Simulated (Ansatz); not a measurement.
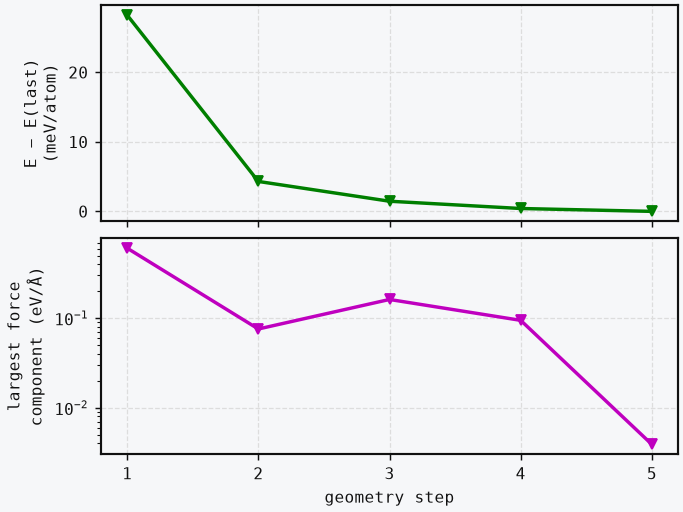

History of a geometry optimisation. Only the atoms move.

System: Ca₃B (slab, 4 atoms in the cell).
Method: DFT PBEsol, scalar-relativistic, plane waves, PAW (Ansatz); cutoff 420 eV, 8×8×1 k-mesh, Gaussian smearing of 0.1 eV.

**How did it end, and what did it gain?**

The optimisation met its thresholds at geometry 5, counting the start as the first. The energy fell by about 28 meV/atom from the first step to the last. The largest force component goes from about 0.61 eV/Å at the start to 4 × 10⁻³ eV/Å at the end.
